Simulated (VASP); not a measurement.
Geometry relaxation, with input and output: Cu (part 1 of 2)

System: Cu (Fm-3m, 1 atom in the cell).
Method: Kohn-Sham DFT of a periodic cell, r2SCAN, VASP PAW PBE potentials, recommended, no spin polarisation (VASP 6.6.1).

The structure derives from an entry of the Crystallography Open Database.

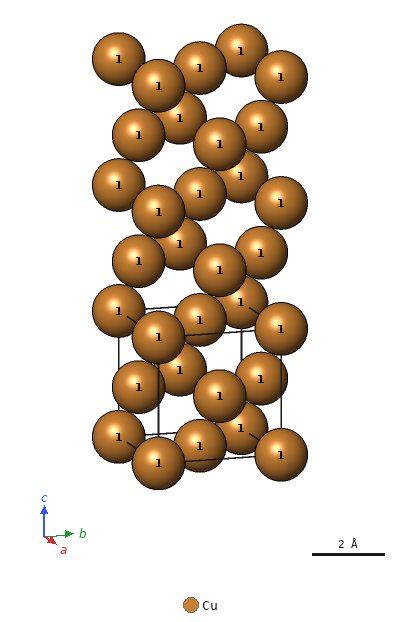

*The input geometry (spheres-only view of the cell 4 times as large as that of the calculation, set on its symmetry axes, repeated 1 × 1 × 3, seen slightly off an axis; atoms are numbered from 1 in the order of the input).*

**Key numbers**

- outcome: converged
- space group (tolerance 0.01 Å): Fm-3m (225)
- electrons treated: 11
- free energy: −10.8270 eV
- Fermi energy: 7.701 eV
- gap on the k-point mesh: none (metallic)
- pressure: 0.03 GPa
- final volume: 11.49 Å³
- largest force (length of the vector) at the end: under 0.001 eV/Å
- final cell: a = 2.533 Å, b = 2.533 Å, c = 2.533 Å, α = 60.00°, β = 60.00°, γ = 60.00°
- hardware: 2 threads of AMD EPYC (Zen 5), 450 GiB of memory available, shared host
- wall time: 80 s (CPU time 2.6 min)
- peak memory: 0.12 GiB

**INCAR**
```
PREC = Accurate ; ENCUT = 600
EDIFF = 1E-7 ; ISMEAR = 1
SIGMA = 0.1 ; LREAL = False
LASPH = True ; NELM = 80
ALGO = Normal ; ISIF = 3
LWAVE = False ; LCHARG = False
METAGGA = R2SCAN ; LMIXTAU = True
IBRION = 2 ; NSW = 90
EDIFFG = -0.005 ; KPAR = 2
```

**KPOINTS**
```
regular mesh
0
Gamma
  18 18 18
```

**POSCAR**
```
Cu                                      
1.0
   -0.0000000000      1.7914283005      1.7914283005
    1.7914283005      0.0000000000      1.7914283005
    1.7914283005      1.7914283005      0.0000000000
  Cu            
     1
Direct
     0.0000000000000000    0.0000000000000000    0.0000000000000000
```

Run as:
```bash
cat potpaw_PBE.64/Cu/POTCAR > POTCAR
mpirun -np 2 vasp_std > vasp.out
```

**OSZICAR**
```
N       E                     dE             d eps       ncg     rms          rms(c)
DAV:   1     0.314157038467E+02    0.31416E+02   -0.63282E+03  3598   0.237E+03
DAV:   2    -0.128172490382E+02   -0.44233E+02   -0.42071E+02  3546   0.214E+02
DAV:   3    -0.133667459043E+02   -0.54950E+00   -0.54767E+00  4145   0.347E+01
DAV:   4    -0.133712602690E+02   -0.45144E-02   -0.45139E-02  4271   0.281E+00
DAV:   5    -0.133713203286E+02   -0.60060E-04   -0.60059E-04  4290   0.257E-01    0.783E+00
DAV:   6    -0.114209221030E+02    0.19504E+01   -0.27840E+01  3725   0.131E+02    0.567E+00
DAV:   7    -0.108369977576E+02    0.58392E+00   -0.57069E+00  3764   0.559E+01    0.506E-01
DAV:   8    -0.108366915897E+02    0.30617E-03   -0.13340E-01  4038   0.875E+00    0.946E-01
DAV:   9    -0.108258432836E+02    0.10848E-01   -0.14110E-01  4491   0.894E+00    0.550E-02
DAV:  10    -0.108270353626E+02   -0.11921E-02   -0.19572E-03  4021   0.635E-01    0.113E-01
DAV:  11    -0.108270045522E+02    0.30810E-04   -0.77597E-04  5049   0.554E-01    0.279E-02
DAV:  12    -0.108270235889E+02   -0.19037E-04   -0.36554E-04  3824   0.398E-01    0.293E-02
DAV:  13    -0.108270234533E+02    0.13557E-06   -0.96700E-05  3880   0.213E-01    0.179E-03
DAV:  14    -0.108270277898E+02   -0.43365E-05   -0.32224E-06  3618   0.264E-02    0.160E-03
DAV:  15    -0.108270278340E+02   -0.44170E-07   -0.94833E-07  3913   0.221E-02
   1 F= -.10827028E+02 E0= -.10826994E+02  d E =-.108270E+02
       N       E                     dE             d eps       ncg     rms          rms(c)
DAV:   1    -0.108275136289E+02   -0.48584E-03   -0.95894E-03  3705   0.259E+00    0.182E-01
DAV:   2    -0.108271333090E+02    0.38032E-03   -0.77582E-03  3717   0.202E+00    0.743E-02
DAV:   3    -0.108270209433E+02    0.11237E-03   -0.14440E-03  3767   0.860E-01    0.299E-02
DAV:   4    -0.108270132513E+02    0.76920E-05   -0.10883E-04  4328   0.162E-01    0.995E-03
DAV:   5    -0.108270188386E+02   -0.55872E-05   -0.21472E-05  3825   0.884E-02    0.530E-04
DAV:   6    -0.108270184846E+02    0.35400E-06   -0.38112E-07  3103   0.119E-02    0.887E-04
DAV:   7    -0.108270182670E+02    0.21757E-06   -0.65438E-08  1916   0.561E-03    0.791E-05
DAV:   8    -0.108270182715E+02   -0.45557E-08   -0.10475E-08  1796   0.159E-03
   2 F= -.10827018E+02 E0= -.10826985E+02  d E =0.956246E-05
       N       E                     dE             d eps       ncg     rms          rms(c)
DAV:   1    -0.108271587206E+02   -0.14045E-03   -0.26746E-03  3703   0.137E+00    0.955E-02
DAV:   2    -0.108270785346E+02    0.80186E-04   -0.21261E-03  3712   0.106E+00    0.387E-02
DAV:   3    -0.108270337013E+02    0.44833E-04   -0.39523E-04  3754   0.450E-01    0.159E-02
DAV:   4    -0.108270258631E+02    0.78382E-05   -0.30796E-05  4300   0.868E-02    0.532E-03
DAV:   5    -0.108270259865E+02   -0.12340E-06   -0.59715E-06  3795   0.468E-02    0.261E-04
DAV:   6    -0.108270262135E+02   -0.22700E-06   -0.90158E-08  2139   0.581E-03    0.479E-04
DAV:   7    -0.108270263242E+02   -0.11064E-06   -0.24613E-08  1786   0.351E-03    0.299E-05
DAV:   8    -0.108270263305E+02   -0.62839E-08   -0.43023E-09  1779   0.120E-03
   3 F= -.10827026E+02 E0= -.10826993E+02  d E =0.150354E-05
```

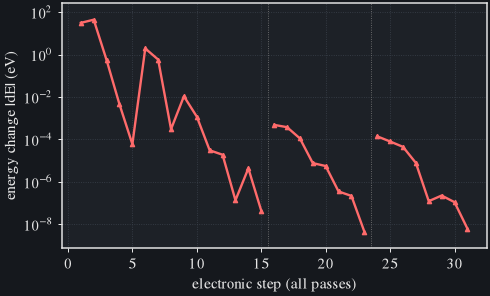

*Convergence of the self-consistent field: energy change |dE| against the electronic step. Each stretch between dotted lines is the SCF of one geometry step of a relaxation.*

The 3 ionic steps take 8 to 15 electronic steps each. The density is held fixed in the first few steps, and dE rises again when its update begins.

**Parts of OUTCAR**
```
PREC = Accurate
   ENCUT = 600
   EDIFF = 1E-7
   ISMEAR = 1
   LREAL = False
   LASPH = True
   NELM = 80
   ISIF = 3
   METAGGA = R2SCAN
   IBRION = 2
   NSW = 90
   EDIFFG = -0.005

 ion  position               nearest neighbor table
   1  0.000  0.000  0.000-

  LATTYP: Found a face centered cubic cell.
 ALAT       =     3.5828566010

  Lattice vectors:

 A1 = (   0.0000000000,   1.7914283005,   1.7914283005)
 A2 = (   1.7914283005,   0.0000000000,   1.7914283005)
 A3 = (   1.7914283005,   1.7914283005,   0.0000000000)

Analysis of symmetry for initial positions (statically):
=====================================================================
 Subroutine PRICEL returns:
 Original cell was already a primitive cell.

 Routine SETGRP: Setting up the symmetry group for a
 face centered cubic supercell.

 Subroutine GETGRP returns: Found 48 space group operations
 (whereof 48 operations were pure point group operations)
 out of a pool of 48 trial point group operations.

The static configuration has the point symmetry O_h .

Analysis of symmetry for dynamics (positions and initial velocities):
=====================================================================
 Subroutine PRICEL returns:
 Original cell was already a primitive cell.

 Routine SETGRP: Setting up the symmetry group for a
 face centered cubic supercell.

 Subroutine GETGRP returns: Found 48 space group operations
 (whereof 48 operations were pure point group operations)
 out of a pool of 48 trial point group operations.

The dynamic configuration has the point symmetry O_h .

 Subroutine INISYM returns: Found 48 space group operations
 (whereof 48 operations are pure point group operations),
 and found     1 'primitive' translations

----------------------------------------------------------------------------------------

                                     Primitive cell

  volume of cell :      11.4982

  direct lattice vectors                    reciprocal lattice vectors
     0.000000000  1.791428301  1.791428301    -0.279106900  0.279106900  0.279106900
     1.791428301  0.000000000  1.791428301     0.279106900 -0.279106900  0.279106900
     1.791428301  1.791428301  0.000000000     0.279106900  0.279106900 -0.279106900

  length of vectors
     2.533462199  2.533462199  2.533462199     0.483427332  0.483427332  0.483427332

  position of ions in fractional coordinates (direct lattice)
     0.000000000  0.000000000  0.000000000

  ion indices of the primitive-cell ions
   primitive index   ion index
                 1           1

----------------------------------------------------------------------------------------

 KPOINTS: regular mesh

Automatic generation of k-mesh.
 Grid dimensions read from file:
 generate k-points for:   18   18   18

 Generating k-lattice:

  Cartesian coordinates                     Fractional coordinates (reciprocal lattice)
    -0.015505939  0.015505939  0.015505939     0.055555556  0.000000000  0.000000000
     0.015505939 -0.015505939  0.015505939     0.000000000  0.055555556  0.000000000
     0.015505939  0.015505939 -0.015505939     0.000000000  0.000000000  0.055555556

  Length of vectors
     0.026857074  0.026857074  0.026857074

  Shift w.r.t. Gamma in fractional coordinates (k-lattice)
     0.000000000  0.000000000  0.000000000

 Subroutine IBZKPT returns following result:
 ===========================================

 Found    195 irreducible k-points:

 Following reciprocal coordinates:
            Coordinates               Weight
  0.000000  0.000000  0.000000      1.000000
  0.055556  0.000000  0.000000      8.000000
  0.111111  0.000000  0.000000      8.000000
  0.166667  0.000000  0.000000      8.000000
  0.222222  0.000000  0.000000      8.000000
  0.277778  0.000000  0.000000      8.000000
  0.333333  0.000000  0.000000      8.000000
  0.388889  0.000000  0.000000      8.000000
  0.444444  0.000000  0.000000      8.000000
  0.500000  0.000000  0.000000      4.000000
  0.055556  0.055556  0.000000      6.000000
  0.111111  0.055556  0.000000     24.000000
  0.166667  0.055556  0.000000     24.000000
  0.222222  0.055556  0.000000     24.000000
  0.277778  0.055556  0.000000     24.000000
  0.333333  0.055556  0.000000     24.000000
  0.388889  0.055556  0.000000     24.000000
  0.444444  0.055556  0.000000     24.000000
  0.500000  0.055556  0.000000     24.000000
 -0.444444  0.055556  0.000000     24.000000
 -0.388889  0.055556  0.000000     24.000000
 -0.333333  0.055556  0.000000     24.000000
 -0.277778  0.055556  0.000000     24.000000
 -0.222222  0.055556  0.000000     24.000000
 [... further k-points ...]
   k-points           NKPTS =    195   k-points in BZ     NKDIM =    195   number of bands    NBANDS=      9
   number of dos      NEDOS =    301   number of ions     NIONS =      1
   total plane-waves  NPLWV =   8000
   dimension x,y,z NGX =    20 NGY =   20 NGZ =   20
   dimension x,y,z NGXF=    40 NGYF=   40 NGZF=   40
   ions per type =               1
   NGX,Y,Z   is equivalent  to a cutoff of  13.12, 13.12, 13.12 a.u.
   NGXF,Y,Z  is equivalent  to a cutoff of  26.25, 26.25, 26.25 a.u.
 SYSTEM =  unknown system
   PREC   = accura    normal or accurate (medium, high low for compatibility)
   ISTART =      0    job   : 0-new  1-cont  2-samecut
   ICHARG =      2    charge: 1-file 2-atom 10-const
   ISPIN  =      1    spin polarized calculation?
   LNONCOLLINEAR =      F non collinear calculations
   LSORBIT =      F    spin-orbit coupling
   LASPH  =      T    aspherical Exc in radial PAW
   ENCUT  =  600.0 eV  44.10 Ry    6.64 a.u.   5.06  5.06  5.06*2*pi/ulx,y,z
   NELM   =     80;   NELMIN=  2; NELMDL= -5     # of ELM steps
   EDIFF  = 0.1E-06   stopping-criterion for ELM
   LREAL  =      F    real-space projection
   EDIFFG = -.5E-02   stopping-criterion for IOM
   NSW    =     90    number of steps for IOM
   IBRION =      2    ionic relax: 0-MD 1-quasi-New 2-CG
   NFREE  =      1    steps in history (QN), initial steepest desc. (CG)
   ISIF   =      3    stress and relaxation
   ISYM   =      2    0-nonsym 1-usesym 2-fastsym
   POTIM  = 0.5000    time-step for ionic-motion
   TEBEG  =    0.0;   TEEND  =   0.0 temperature during run
   PSTRESS=    0.0 pullay stress
   NELECT =      11.0000    total number of electrons
   NUPDOWN=      -1.0000    fix difference up-down
   EMIN   =  10.00;   EMAX   =-10.00  energy-range for DOS
   EFERMI =   0.00;   METHOD = LEGACY
   ISMEAR =     1;   SIGMA  =   0.10  broadening in eV -4-tet -1-fermi 0-gaus
   EFERMI_NEDOS =   21; number of points for ismear=-14 and -15
   IALGO  =     38    algorithm
   IMIX   =      4    mixing-type and parameters
     AMIX     =   0.40;   BMIX     =  1.00
     AMIX_MAG =   1.60;   BMIX_MAG =  1.00
  volume/ion in A,a.u.               =      11.50        77.59
  Fermi-wavevector in a.u.,A,eV,Ry     =   1.613106  3.048329 35.403878  2.602112
  Thomas-Fermi vector in A             =   2.708229
   LORBIT       =      0    0 simple, 1 ext, 2 COOP (PROOUT), +10 PAW based schemes
   METAGGA = R2SCAN    functional components
   LHFCALC =     F    Hartree Fock is set to
   AEXX    =    0.0000 exact exchange contribution
```
